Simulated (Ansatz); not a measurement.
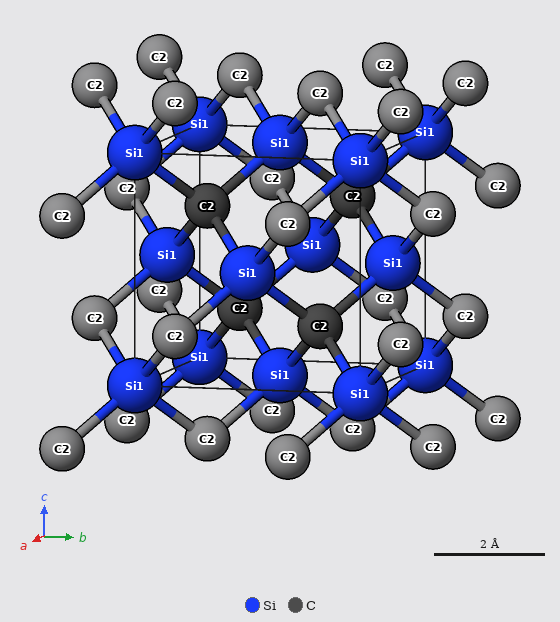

Fig. 1: The structure as given in the input (ball-and-stick view of the cell 4 times as large as that of the calculation, set on its symmetry axes, seen slightly off an axis; neighbours outside the cell are drawn fainter; atoms are numbered from 1 in the order of the input).

**SiC: a changed input and its effect**

System: SiC (2 atoms in the cell).
Method of run 1: Kohn-Sham DFT of a periodic cell, PBE with D3(BJ), Ansatz PAW, no spin polarisation (Ansatz 0.2.0).

The structure derives from an entry of the Crystallography Open Database. Text and figures count atoms from 1; the logs count them from 0 in places.

## The input, run 1
```yaml
crystal:
  lattice:
    - [0.0, 2.1345181309, 2.1345181309]
    - [2.1345181309, 0.0, 2.1345181309]
    - [2.1345181309, 2.1345181309, 0.0]
  atoms:
    - { symbol: Si, position: [0.0, 0.0, 0.0] }
    - { symbol: C, position: [0.75, 0.75, 0.75] }
hamiltonian:
  xc: pbe
  pseudopotentials: { kind: paw }
  dispersion: d3bj
kpoints:
  mp_grid: { grid: [10, 10, 10] }
scf:
  occupations: { method: fermi_dirac, width: 0.05 }
output:
  forces: true
  stress: true
  eigenvalues: true
```

Launched with:
```bash
ansatz run input.yaml --threads 2 --pin off --max-ram 5120MiB --backend cpu --events-out ev --progress --plain --runs-dir out
```

Hardware: 2 threads of Intel Xeon @ 2.60GHz (Ice Lake), 24 GiB of memory available, shared host.

## Output, shortened to warnings, some set-up lines, iterations and results (run 1)
```
Basis set: ecut = 420 eV, 339 PW (Γ), exchange–correlation on 48×48×48 points (8 copies of the dense FFT grid, shifted against one another)
Symmetry: 24 space group operations
k-points: 47 of 1000 (time reversal used)
Initial density: superposition of atomic densities (neutral atoms: chi_scale 0, normalization atom), corrected by the library's trained network
[...]
SCF iter   1: F=—  HF=-887.714450 eV  |F-HF|=—  |Δ(HF+E_count)|=         —  Δρ=1.78e-3  dr2=4.86e-4  ethr=1.77e-3  ⟨swp⟩=5.9  Hψ=3099  notcnv=0
SCF iter   2: F=—  HF=-887.714535 eV  |F-HF|=—  |Δ(HF+E_count)|=   8.52e-5  Δρ=7.11e-4  dr2=4.66e-5  ethr=6.08e-6  ⟨swp⟩=2.1  Hψ=875  notcnv=0
SCF iter   3: F=—  HF=-887.714568 eV  |F-HF|=—  |Δ(HF+E_count)|=   3.26e-5  Δρ=3.52e-4  dr2=6.02e-6  ethr=5.83e-7  ⟨swp⟩=2.7  Hψ=558  notcnv=0
SCF iter   4: F=—  HF=-887.714590 eV  |F-HF|=—  |Δ(HF+E_count)|=   2.21e-5  Δρ=4.57e-5  dr2=2.87e-7  ethr=7.52e-8  ⟨swp⟩=2.3  Hψ=547  notcnv=0
SCF iter   5: F=-887.714590 eV  HF=-887.714590 eV  |F-HF|=1.19e-9  |Δ(HF+E_count)|=   1.77e-7  Δρ=3.84e-6  dr2=1.72e-9  ethr=3.59e-9  ⟨swp⟩=2.4  Hψ=553  notcnv=0
SCF iter   6: F=-887.714590 eV  HF=-887.714590 eV  |F-HF|=7.73e-12  |Δ(HF+E_count)|=   1.37e-9  Δρ=4.33e-7  dr2=2.50e-11  ethr=2.15e-11  ⟨swp⟩=1.3  Hψ=1143  notcnv=0
SCF 1 converged in 6 iterations: F = -887.714590 eV  dr2 = 2.50e-11
SCF converged after 6 iterations
Free energy (F): -887.714590 eV
Harris-Foulkes:  -887.714590 eV  (|F-HF|=7.73e-12)
Internal energy: -887.714590 eV  (E = F + TS)
E sigma→0 (E₀):  -887.714590 eV
Entropy (-TS):   -0.000000 eV (-0.000 meV/atom)
Fermi energy:    10.947875 eV
--- Per-component energies (eV) ---
  E_band       = 33.766484
  E_kinetic    = 139.180652
  E_local      = -100.661365  (includes V_loc(G=0)·N_el)
  E_nonlocal   = 52.693956
  E_hartree    = 31.460763
  E_xc         = -106.636333
  E_vxc        = -110.841419  (∫ρ·V_xc dr)
  E_paw        = -612.392945  (= ΣΔE_a)
  E_vpaw       = -9.526918  (= ΣTr[D̂ρ^β])
  E_aug_tail   = 0.000015  (compensation charges beyond the density's cutoff)
  E_ewald      = -290.718475
  E_disp       = -0.640858  (pairwise vdW)
  E_smearing   = -0.000000  (= −TS)
  E_closure    = 0.000000  (closes the sum)
  Σ components = -887.714590   (vs F -887.714590, Δ=0.00e0)
--- Forces (eV/Å), atoms counted from 1 ---
  atom   1  Si    -0.00000000     0.00000000     0.00000000
  atom   2  C      0.00000000    -0.00000000     0.00000000
  max |Σ_I F_I| component: 2.22e-16 eV/Å
--- Stress (GPa, compression-positive) ---
       13.679918      -0.000000      -0.000000
        0.000000      13.679918       0.000000
       -0.000000       0.000000      13.679918
  P = ⅓ Tr σ = 13.6799 GPa (136.799 kbar)
```

For run 2 the input was changed thus:
```diff
-  xc: pbe
+  xc: rpbe
-  dispersion: d3bj
```

How does run 2 compare with run 1?

The total energies belong to different models, so their difference says nothing on which is more stable or more accurate. The pressure goes from 13.68 to 22.59 GPa. The functional changes from PBE to RPBE. The number of SCF iterations is the same.

## Output, shortened to warnings, some set-up lines, iterations and results (run 2)
```
Basis set: ecut = 420 eV, 339 PW (Γ), exchange–correlation on 48×48×48 points (8 copies of the dense FFT grid, shifted against one another)
Symmetry: 24 space group operations
k-points: 47 of 1000 (time reversal used)
Initial density: superposition of atomic densities (neutral atoms: chi_scale 0, normalization atom), corrected by the library's trained network
[...]
SCF iter   1: F=—  HF=-891.360230 eV  |F-HF|=—  |Δ(HF+E_count)|=         —  Δρ=2.98e-3  dr2=9.25e-4  ethr=1.77e-3  ⟨swp⟩=5.9  Hψ=3094  notcnv=0
SCF iter   2: F=—  HF=-891.360120 eV  |F-HF|=—  |Δ(HF+E_count)|=   1.10e-4  Δρ=1.15e-3  dr2=1.38e-4  ethr=1.16e-5  ⟨swp⟩=1.9  Hψ=873  notcnv=0
SCF iter   3: F=—  HF=-891.360121 eV  |F-HF|=—  |Δ(HF+E_count)|=   1.61e-6  Δρ=4.46e-4  dr2=2.11e-5  ethr=1.73e-6  ⟨swp⟩=2.6  Hψ=572  notcnv=0
SCF iter   4: F=—  HF=-891.360131 eV  |F-HF|=—  |Δ(HF+E_count)|=   9.54e-6  Δρ=7.70e-5  dr2=5.86e-7  ethr=2.64e-7  ⟨swp⟩=2.6  Hψ=565  notcnv=0
SCF iter   5: F=-891.360131 eV  HF=-891.360131 eV  |F-HF|=2.29e-8  |Δ(HF+E_count)|=   7.71e-7  Δρ=1.45e-5  dr2=4.63e-8  ethr=7.33e-9  ⟨swp⟩=2.0  Hψ=558  notcnv=0
SCF iter   6: F=-891.360131 eV  HF=-891.360131 eV  |F-HF|=1.08e-10  |Δ(HF+E_count)|=   3.49e-9  Δρ=1.51e-6  dr2=3.59e-10  ethr=5.78e-10  ⟨swp⟩=2.2  Hψ=1322  notcnv=0
SCF 1 converged in 6 iterations: F = -891.360131 eV  dr2 = 3.59e-10
SCF converged after 6 iterations
Free energy (F): -891.360131 eV
Harris-Foulkes:  -891.360131 eV  (|F-HF|=1.08e-10)
Internal energy: -891.360131 eV  (E = F + TS)
E sigma→0 (E₀):  -891.360131 eV
Entropy (-TS):   -0.000000 eV (-0.000 meV/atom)
Fermi energy:    11.053874 eV
--- Per-component energies (eV) ---
  E_band       = 34.494092
  E_kinetic    = 139.095012
  E_local      = -99.463961  (includes V_loc(G=0)·N_el)
  E_nonlocal   = 51.522832
  E_hartree    = 31.464371
  E_xc         = -106.801935
  E_vxc        = -110.800111  (∫ρ·V_xc dr)
  E_paw        = -616.419192  (= ΣΔE_a)
  E_vpaw       = -8.788279  (= ΣTr[D̂ρ^β])
  E_aug_tail   = 0.000015  (compensation charges beyond the density's cutoff)
  E_ewald      = -290.718475
  E_core_change = -0.038798  (= ΣΔE_core)
  E_smearing   = -0.000000  (= −TS)
  E_closure    = -0.000000  (closes the sum)
  Σ components = -891.360131   (vs F -891.360131, Δ=0.00e0)
--- Forces (eV/Å), atoms counted from 1 ---
  atom   1  Si    -0.00000000     0.00000000     0.00000000
  atom   2  C      0.00000000    -0.00000000     0.00000000
  max |Σ_I F_I| component: 2.59e-16 eV/Å
--- Stress (GPa, compression-positive) ---
       22.593188       0.000000       0.000000
        0.000000      22.593188       0.000000
        0.000000       0.000000      22.593188
  P = ⅓ Tr σ = 22.5932 GPa (225.932 kbar)
```

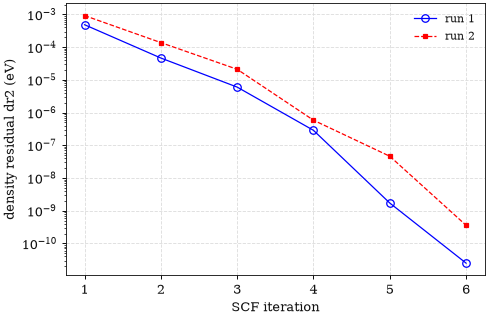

Fig. 2: Convergence of the two runs: density residual dr2 against the SCF iteration. Run 1 takes 6 iterations in all, and run 2 takes 6.

## The two runs side by side

| quantity | run 1 | run 2 |
| --- | --- | --- |
| outcome | converged | converged |
| free energy per atom (eV) | −443.8573 | −445.6801 |
| gap on the mesh (eV) | 1.30 | 1.31 |
| pressure (GPa) | 13.68 | 22.59 |
| largest force (eV/Å) | 0.000 | 0.000 |
| SCF iterations | 6 | 6 |
| irreducible k-points | 47 | 47 |
| plane waves at Γ | 339 | 339 |

For run 1: The cell is under a pressure of 13.7 GPa at this level, so it is not at its equilibrium volume. For run 2: Points of doubt noted for this run: forces on files of another functional. The cell is under a pressure of 23 GPa at this level, so it is not at its equilibrium volume.
